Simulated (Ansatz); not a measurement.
Al$_{2}$Cu: single-point calculation

- system: Al$_{2}$Cu (P4/mmm, 3 atoms in the cell)
- method: DFT PBEsol, scalar-relativistic, plane waves, PAW (Ansatz 0.2.0)

The structure derives from a Materials Project entry. It belongs to a series of runs on one base structure; here: input fault: a functional's name that the program doesn't know.

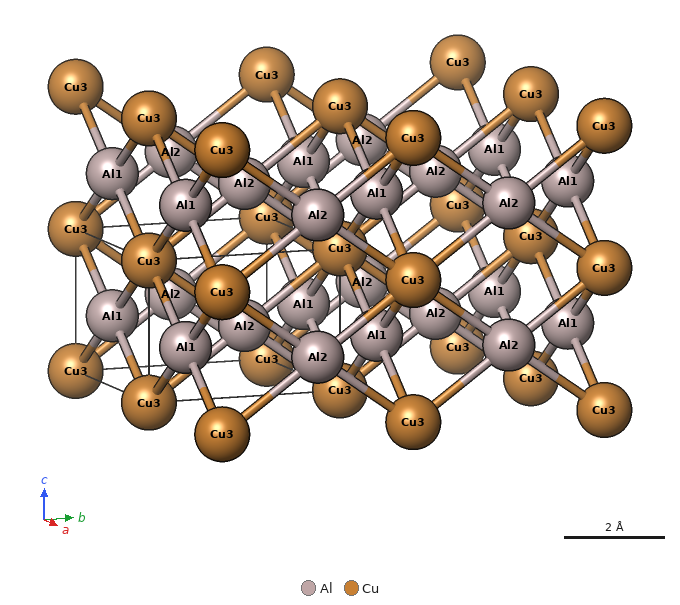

The structure (ball-and-stick view of the cell of the calculation, repeated 2 × 2 × 2, seen slightly off an axis; atoms are numbered from 1 in the order of the input). An atom can appear more than once, as a periodic image. Near neighbours in the periodic cell (some may lie outside the picture): Al has 4 Cu at 2.51 Å; Cu has 8 Al at 2.51 Å.

Input file
```yaml
crystal:
  lattice:
    - [4.105182, 0.0, 0.0]
    - [0.0, 4.105182, 0.0]
    - [0.0, 0.0, 2.891313]
  atoms:
    - { symbol: Al, position: [0.5, 0.0, 0.5] }
    - { symbol: Al, position: [0.0, 0.5, 0.5] }
    - { symbol: Cu, position: [0.0, 0.0, 0.0] }
basis:
  ecutwfc: 420
kpoints:
  mp_grid: { grid: [10, 10, 14] }
hamiltonian:
  xc: PW91x
scf:
  occupations: { method: gaussian, width: 0.1 }
output:
  forces: true
  stress: true
  eigenvalues: true
```

Run on 1 thread of Intel Xeon @ 2.50GHz (Skylake/Cascade Lake), 192 GiB of memory available, shared host.

Launched with:
```bash
ansatz run input.yaml --threads 1 --pin off --max-ram 2560MiB --backend cpu --events-out ev --progress --plain --runs-dir out
```

What the program printed
```
Error: YAML parse error: error: line 15 column 7: hamiltonian.xc: unknown variant `PW91x`, expected one of `lda`, `lda-pw`, `pw92`, `pbe`, `pbesol`, `rpbe`, `revpbe`, `blyp`, `pbe0`, `revpbe0`, `b3lyp`, `b3lyp5`, `hse06`, `wpbeh`, `hiss`, `lc_wpbe`, `cam_b3lyp`, `hf`, `r2scan`, `r2scanh`, `r2scan0`, `r2scan50`, `mr2scan`
  --> <input>:15:7
   |
13 |   mp_grid: { grid: [10, 10, 14] }
14 | hamiltonian:
15 |   xc: PW91x
   |       ^ hamiltonian.xc: unknown variant `PW91x`, expected one of `lda`, `lda-pw`, `pw92`, `pbe`, `pbesol`, `rpbe`, `revpbe`, `blyp`, `pbe0`, `revpbe0`, `b3lyp`, `b3lyp5`, `hse06`, `wpbeh`, `hiss`, `lc_wpbe`, `cam_b3lyp`, `hf`, `r2scan`, `r2scanh`, `r2scan0`, `r2scan50`, `mr2scan`
16 | scf:
17 |   occupations: { method: gaussian, width: 0.1 }
   |
```

Outcome

| quantity | value |
| --- | --- |
| outcome | refused by the program |
| space group (tolerance 0.01 Å) | P4/mmm (123) |

What went wrong

The program refused the input: “YAML parse error: error: line 15 column 7: hamiltonian.xc: unknown variant `PW91x`, expected one of `lda`, `lda-pw`, `pw92`, `pbe`, `pbesol`, `rpbe`, `revpbe`, `blyp`, `pbe0`, `revpbe0`, `b3lyp`, `b3lyp5`, `hse06`, `wpbeh`, `hiss`, `lc_wpbe`, `cam_b3lyp`, `hf`, `r2scan`, `r2scanh`, `r2scan0`, `r2scan50`, `mr2scan` --> …”
